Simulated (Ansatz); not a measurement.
LiF

Input file:

```
crystal:
  lattice:
    - [-0.6367629436, 1.7510980948, 1.7510980948]
    - [1.7510980948, -0.6367629436, 1.7510980948]
    - [1.7510980948, 1.7510980948, -0.6367629436]
  atoms:
    - { symbol: Li, position: [0.0, 0.0, 0.0] }
    - { symbol: F, position: [0.5, 0.5, 0.5] }
basis:
  ecutwfc: 500
kpoints:
  mp_grid: { grid: [12, 12, 12] }
hamiltonian:
  xc: r2scan
scf:
  occupations: { method: gaussian, width: 0.05 }
output:
  forces: true
  stress: true
  eigenvalues: true
  write_density: true
  write_potential: true
  elf: true
  volumetric_format: npy
```

Command:

```sh
ansatz run input.yaml --threads 1 --pin off --max-ram 2560MiB --backend cpu --events-out ev --progress --plain --runs-dir out
```

Below, planes, directions and counts refer to the conventional cell (a = 3.38 Å, b = 3.38 Å, c = 4.96 Å, α = 90.00°, β = 90.00°, γ = 120.00°).

Space group R-3m.

Computed with Ansatz, DFT r2SCAN, scalar-relativistic, plane waves, PAW.

What can the converged valence pseudo-density and electron localisation function tell about the bonding?

Li–F (2.12 Å): ρ is about 0.21 e/Å³ halfway; the ELF peaks at about 0.80 in the valence shell of F, 0.6 Å from its nucleus, and is about 0.40 at the midpoint; a largely ionic contact.

Metal or insulator at this level of theory?

It is gapped, with a Kohn–Sham gap of 8.9 eV on the k-point mesh, an upper bound to the gap of this method.

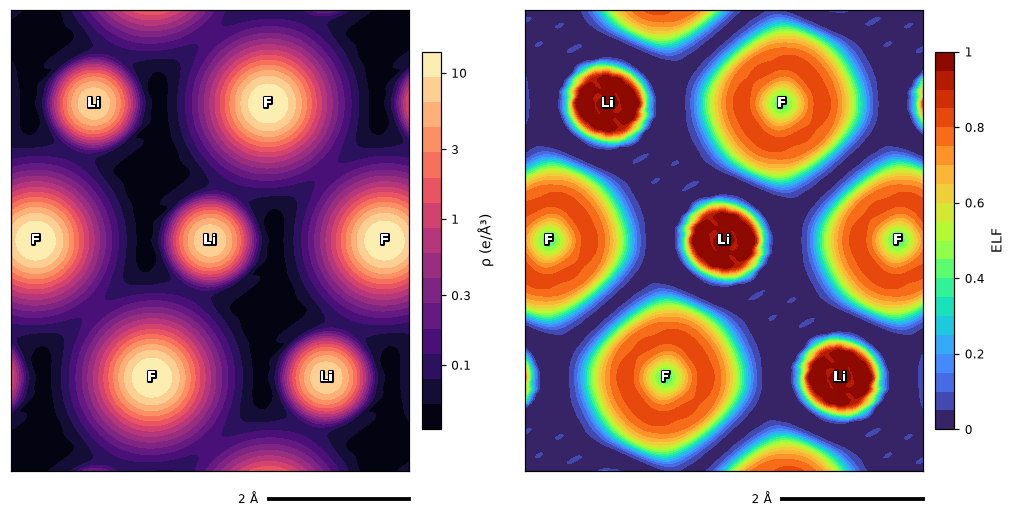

Computed valence pseudo-density and electron localisation function on the (110) plane of the conventional cell, in this order. 

The density is the valence pseudo-density of a PAW calculation; it isn't the true density close to the nuclei.
